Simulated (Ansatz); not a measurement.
**Phonon calculation, with input and output: AlCu$_{3}$**

- system: AlCu$_{3}$ (4 atoms in the cell)
- method: DFT LDA, scalar-relativistic, plane waves, PAW, no spin polarisation (Ansatz 0.2.0)

The structure derives from a Materials Project entry. It belongs to a series of runs on one base structure; here: zone-centre phonons and field response. Figures and captions count atoms from 1; the log counts them from 0 in places.

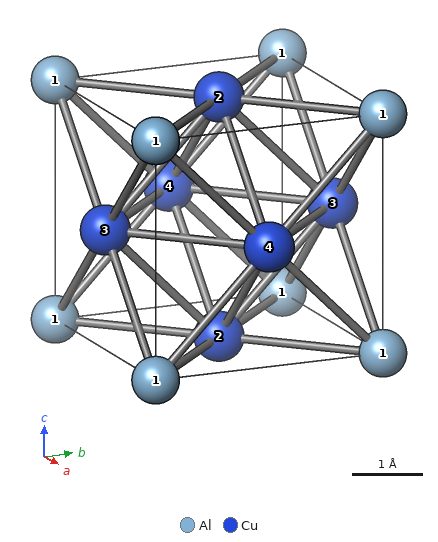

The structure as given in the input (ball-and-stick view of the cell of the calculation, seen slightly off an axis; atoms are numbered from 1 in the order of the input). Near neighbours in the crystal (not all of them lie inside the picture): Al has 12 Cu at 2.54 Å; Cu has 4 Al at 2.54 Å and 8 Cu at 2.54 Å.

**Results in brief**

```json
{"quantity": "outcome", "value": "converged"}
{"quantity": "space group (tolerance 0.01 Å)", "value": "Pm-3m (221)"}
{"quantity": "electrons treated", "value": "60"}
{"quantity": "free energy", "value": "−20180.8775 eV"}
{"quantity": "Fermi energy", "value": "15.901 eV"}
{"quantity": "gap on the k-point mesh", "value": "none (metallic)"}
{"quantity": "hardware", "value": "1 thread of Intel Xeon (Sapphire Rapids), 32 GiB of memory available, shared host"}
{"quantity": "wall time", "value": "2.5 min"}
{"quantity": "peak memory", "value": "2 GiB"}
```

**Remarks**

Results for this metal are sensitive to the k-point mesh.

**The input**
```yaml
crystal:
  lattice:
    - [3.5895989799, 0.0, 0.0]
    - [0.0, 3.5895989799, 0.0]
    - [0.0, 0.0, 3.5895989799]
  atoms:
    - { symbol: Al, position: [0.0, 0.0, 0.0] }
    - { symbol: Cu, position: [0.5, 0.5, 0.0] }
    - { symbol: Cu, position: [0.5, 0.0, 0.5] }
    - { symbol: Cu, position: [0.0, 0.5, 0.5] }
basis:
  ecutwfc: 420
kpoints:
  mp_grid: { grid: [12, 12, 12] }
hamiltonian:
  xc: lda
scf:
  occupations: { method: fermi_dirac, width: 0.15 }
output:
  eigenvalues: true
phonons:
  method: dfpt
  eigenvectors: true
```

Launched with:
```bash
ansatz run input.yaml --threads 1 --pin off --max-ram 3072MiB --backend cpu --events-out ev --progress --plain --runs-dir out
```

**What the program printed**
```
zone centre: on kpoints.mp_grid the ground state, and the responses unless they are solved on pairs of k-points, stand on 343 of the mesh's 1728 k-points, reduced under 8 symmetry operations, with k and −k counted as one. Each operation leaves every solved displacement unchanged or reverses it
Engine: ansatz 0.2.0, x86_64-unknown-linux-gnu
Pseudopotentials: kind: paw
Pseudopotential: Al, paw, valence charge 3, recommended cutoff 420 eV (normal), Al.paw.azcp
Pseudopotential: Cu, paw, valence charge 19, recommended cutoff 420 eV (normal), Cu.paw.azcp
Functional definition: SPW92
  exchange = slater_x
  correlation = pw_c
Crystal: 4 atoms, lattice volume = 46.253 Å³
Basis set: ecut = 420 eV, 895 PW (Γ), exchange–correlation on 48×48×48 points (8 copies of the dense FFT grid, shifted against one another)
Bands: 36, of which v1, the nominal top of the filled ones, is band 30 counted from 1 (29 counted from 0)
Symmetry: 48 space group operations
k-points: 343 of 1728 (irreducible under 8 space group operations)
Non-local potential: Al, projectors of the file, l = 0: 2, l = 1: 2, l = 2: 1
Non-local potential: Cu, projectors of the file, l = 0: 3, l = 1: 2, l = 2: 3, l = 3: 1
PAW form: soft (Blöchl's): semilocal exchange-correlation on the pseudo side does not see the compensation charge
PAW frozen core: Al, regenerated for the run's functional, and the local potential with it (the file was generated under x = pbe(κ = 0.804, μ = 0.2195149727645171), c = pbe(β = 0.06672455060314922))
PAW frozen core: Cu, regenerated for the run's functional, and the local potential with it (the file was generated under x = pbe(κ = 0.804, μ = 0.2195149727645171), c = pbe(β = 0.06672455060314922))
PAW one-centre angular grid: Al, 110 points (default); XC on 64 Gauss nodes
PAW one-centre angular grid: Cu, 590 points (default); XC on 64 Gauss nodes
Initial density: superposition of atomic densities (neutral atoms: chi_scale 0, normalization atom), corrected by the library's trained network
Initial wavefunctions: pseudopotential atomic-orbital guess
Functional: x = slater, c = lda
SCF iter   1: F=—  HF=-20180.890475 eV  |F-HF|=—  |Δ(HF+E_count)|=         —  Δρ=1.49e-2  dr2=4.06e-2  ethr=1.77e-3  ⟨swp⟩=5.1  Hψ=43219  notcnv=0  defer=37
preconditioner: auto → Kerker (q_TF=auto, 2.849 Å⁻¹)  [metal: Δε(μ)=0.007 eV  Ē_g=9.233 eV  σ=0.150 eV  W_gap=0.01  n_scr=18 (ndim 8)  ℏωp=32.8 eV  f_vac=0.001  D(μ)=1.13/eV (n_scr^D=6)]
SCF iter   2: F=—  HF=-20180.878349 eV  |F-HF|=—  |Δ(HF+E_count)|=   1.21e-2  Δρ=2.27e-3  dr2=2.07e-3  ethr=6.76e-5  ⟨swp⟩=2.0  Hψ=22297  notcnv=0  defer=49
SCF iter   3: F=—  HF=-20180.877745 eV  |F-HF|=—  |Δ(HF+E_count)|=   6.04e-4  Δρ=1.93e-3  dr2=8.18e-4  ethr=3.45e-6  ⟨swp⟩=2.1  Hψ=16863  notcnv=0  defer=49
SCF iter   4: F=—  HF=-20180.877535 eV  |F-HF|=—  |Δ(HF+E_count)|=   2.10e-4  Δρ=2.89e-4  dr2=4.51e-5  ethr=1.36e-6  ⟨swp⟩=1.0  Hψ=12250  notcnv=0  defer=49
SCF iter   5: F=—  HF=-20180.877517 eV  |F-HF|=—  |Δ(HF+E_count)|=   1.81e-5  Δρ=7.99e-5  dr2=3.81e-6  ethr=7.51e-8  ⟨swp⟩=1.7  Hψ=14419  notcnv=0  defer=49
SCF iter   6: F=—  HF=-20180.877519 eV  |F-HF|=—  |Δ(HF+E_count)|=   1.79e-6  Δρ=1.79e-5  dr2=1.32e-7  ethr=6.34e-9  ⟨swp⟩=2.1  Hψ=17899  notcnv=0  defer=49
SCF iter   7: F=—  HF=-20180.877519 eV  |F-HF|=—  |Δ(HF+E_count)|=   4.21e-8  Δρ=7.18e-6  dr2=2.64e-8  ethr=2.20e-10  ⟨swp⟩=2.7  Hψ=24129  notcnv=0  defer=49
SCF iter   8: F=—  HF=-20180.877519 eV  |F-HF|=—  |Δ(HF+E_count)|=   5.28e-9  Δρ=1.71e-6  dr2=2.11e-9  ethr=4.39e-11  ⟨swp⟩=2.0  Hψ=17677  notcnv=0  defer=49
SCF iter   9: F=—  HF=-20180.877519 eV  |F-HF|=—  |Δ(HF+E_count)|=  8.55e-10  Δρ=4.81e-7  dr2=1.39e-10  ethr=3.51e-12  ⟨swp⟩=2.0  Hψ=18028  notcnv=0  defer=49
SCF iter  10: F=-20180.877519 eV  HF=-20180.877519 eV  |F-HF|=7.28e-12  |Δ(HF+E_count)|=  4.37e-11  Δρ=6.77e-8  dr2=2.57e-12  ethr=1.00e-12  ⟨swp⟩=5.2  Hψ=56240  notcnv=0
SCF 1 converged in 10 iterations: F = -20180.877519 eV  dr2 = 2.57e-12
  greatest PAW one-centre occupation: 1.000 electrons in one spin orbital (limit 2), on the Cu atom at site 1 (counted from 0), in its partial waves of l = 0
```

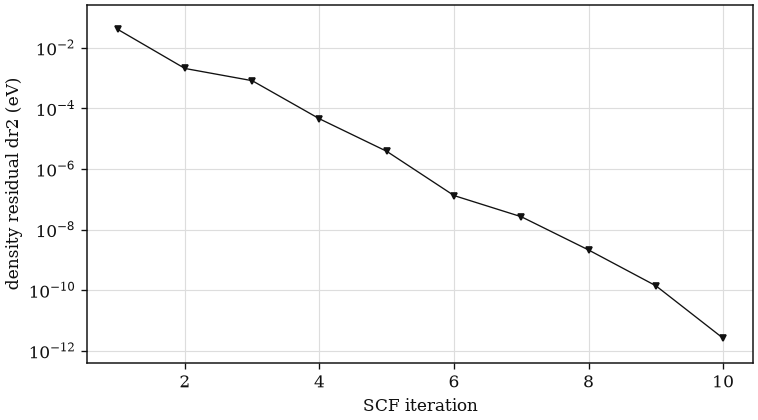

Convergence of the self-consistent field: density residual dr2 against the SCF iteration. The residual falls at every step.

```
DFPT response loops at Γ: preconditioner auto → Kerker (q_TF=auto, 2.849 Å⁻¹) (partly filled bands, converged f_vac=0.001); β = 1.00, the filter's whole step (`scf.mixing.beta` (0.50) is not read by the response loops under this deck's `scf.mixing.preconditioner`; to damp them name `kerker` or `kerker_dos`, under which they read `scf.mixing.beta`, and type it under 1.00, their step now; both keys bind the ground state too); Broyden in place of MSR1
SCF converged after 10 iterations
Free energy (F): -20180.877519 eV
Harris-Foulkes:  -20180.877519 eV  (|F-HF|=7.28e-12)
Internal energy: -20180.793612 eV  (E = F + TS)
E sigma→0 (E₀):  -20180.835566 eV
Entropy (-TS):   -0.083907 eV (-20.977 meV/atom)
Fermi energy:    15.900953 eV
--- Per-component energies (eV) ---
  E_band       = -1125.760912
  E_kinetic    = 929.777187
  E_local      = -13740.863666  (includes V_loc(G=0)·N_el)
  E_nonlocal   = 1187.394772
  E_hartree    = 6114.858517
  E_xc         = -310.858404
  E_vxc        = -381.486038  (∫ρ·V_xc dr)
  E_paw        = -5217.725340  (= ΣΔE_a)
  E_vpaw       = -1350.300761  (= ΣTr[D̂ρ^β])
  E_aug_tail   = 0.000676  (compensation charges beyond the density's cutoff)
  E_ewald      = -9144.782052
  E_core_change = 1.404697  (= ΣΔE_core)
  E_smearing   = -0.083907  (= −TS)
  E_closure    = 0.000000  (closes the sum)
  Σ components = -20180.877519   (vs F -20180.877519, Δ=0.00e0)
--- Band table (eV; the first three rows and the last of 343) ---
  k-point 0: bands = ["-96.5753", "-96.5596", "-96.5596", "-54.4345", "-54.4345", "-54.4345", "-54.4117", "-54.4117", "-54.4117", "-54.2836", "-54.2836", "-54.2836", "4.8629", "10.1846", "10.7896", "10.7896", "11.0621", "11.0621", "11.0621", "12.5671", "12.5671", "12.5671", "13.2647", "13.2647", "13.5127", "13.7626", "13.7626", "13.7626", "15.5269", "15.5269", "15.5269", "20.4151", "20.4151", "21.2340", "26.5876", "26.5876"]
  k-point 1: bands = ["-96.5751", "-96.5598", "-96.5596", "-54.4340", "-54.4340", "-54.4339", "-54.4119", "-54.4119", "-54.4117", "-54.2843", "-54.2839", "-54.2839", "4.9461", "10.2088", "10.7548", "10.8353", "11.0751", "11.0751", "11.0790", "12.5411", "12.5411", "12.5496", "13.2309", "13.2656", "13.4879", "13.6391", "13.6391", "13.7627", "15.0702", "15.7420", "15.7420", "20.4295", "20.7392", "21.5734", "26.1228", "26.1228"]
  k-point 2: bands = ["-96.5744", "-96.5605", "-96.5596", "-54.4324", "-54.4324", "-54.4320", "-54.4124", "-54.4124", "-54.4118", "-54.2865", "-54.2849", "-54.2849", "5.1945", "10.2432", "10.6520", "10.9672", "11.1128", "11.1128", "11.1272", "12.4686", "12.4686", "12.4999", "13.1256", "13.2654", "13.3833", "13.3833", "13.4165", "13.7629", "14.1617", "16.2722", "16.2722", "20.4729", "21.0017", "22.8584", "24.8604", "24.8604"]
  k-point 342: bands = ["-96.5648", "-96.5648", "-96.5648", "-54.4519", "-54.4519", "-54.4519", "-54.3837", "-54.3837", "-54.3837", "-54.3634", "-54.2619", "-54.2619", "9.1591", "10.4818", "10.4818", "10.4818", "12.0423", "12.0423", "12.0423", "12.6826", "12.6826", "12.6826", "12.7967", "12.7967", "12.8076", "12.8076", "12.8076", "13.5802", "13.5802", "13.5802", "14.2935", "17.3857", "17.7144", "17.7144", "17.7144", "32.7003"]
--- Phonons (Γ-DFPT): 3 representative perturbations + reference, on 343 of 1728 k-points (Σ response iterations 11) ---
  k mesh reduced under 8 symmetry operations, with k and −k counted as one. Each operation leaves every solved displacement unchanged or reverses it
  ASR residual: 1.833e-4 → 0.000e0 eV/Å²; symmetrization residual: 1.904e-6 eV/Å²
  ASR residual per site (eV/Å²): 2.14e-5 1.83e-4 1.83e-4 1.83e-4
  Γ frequencies (cm⁻¹): 0.00 0.00 0.00 168.41 168.41 168.41 203.48 203.48 203.48 311.40 311.40 311.40
  non-analytic LO–TO correction: not included (Born effective charges unavailable; polar crystals: no LO–TO splitting at Γ)
```

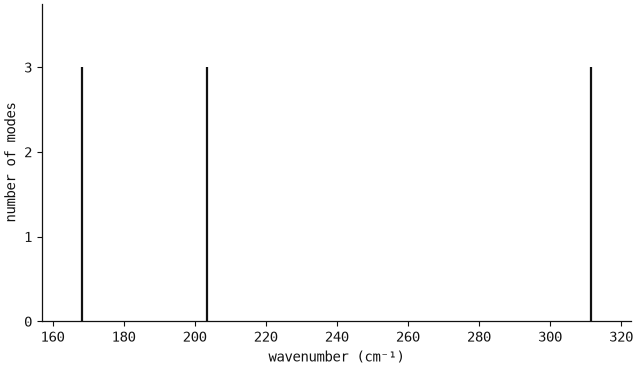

Optical phonons at the zone centre (no LO–TO term); neighbouring modes closer than 3 cm⁻¹ are counted in one stick. 9 modes from 168 to 311 cm⁻¹, none imaginary.

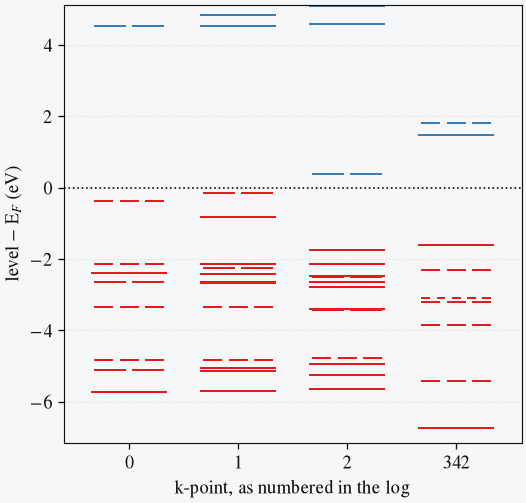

Kohn–Sham levels near the Fermi level (dotted) at the few k-points that the log prints; levels within 0.02 eV of each other stand side by side. The system is metallic on the full mesh.
